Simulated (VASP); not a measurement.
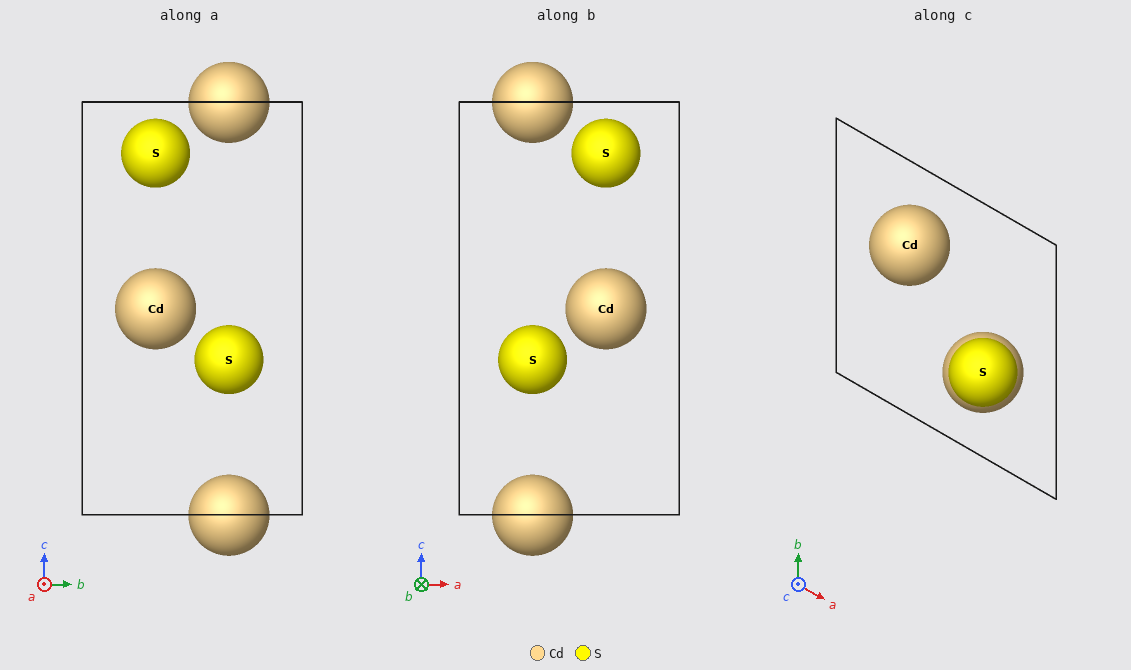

The figure gives a spheres-only picture of the atoms, viewed along the a axis, along the b axis and along the c axis. One conventional unit cell is framed, with atoms on its boundary repeated.

Lattice parameters: a = 4.1646 Å, b = 4.1646 Å, c = 6.7660 Å, α = 90.000°, β = 90.000°, γ = 120.000°.

### Record the structure as a CIF in P1 with every atom of the cell, with free fractional coordinates to two decimals.

```cif
data_structure
_symmetry_space_group_name_H-M 'P 1'
_symmetry_Int_Tables_number 1
_cell_length_a 4.1646
_cell_length_b 4.1646
_cell_length_c 6.7660
_cell_angle_alpha 90.000
_cell_angle_beta 90.000
_cell_angle_gamma 120.000
_cell_volume 101.63
loop_
_atom_site_label
_atom_site_type_symbol
_atom_site_fract_x
_atom_site_fract_y
_atom_site_fract_z
_atom_site_occupancy
Cd1 Cd 0.3333 0.6667 0.00 1
Cd2 Cd 0.6667 0.3333 0.50 1
S1 S 0.3333 0.6667 0.38 1
S2 S 0.6667 0.3333 0.88 1
```

The starting point was a structure type filled with these elements by a generator (whether the compound takes this form wasn't checked). Earlier steps of the study may have refined or changed the cell and positions. It was run through VASP as a DFT input.
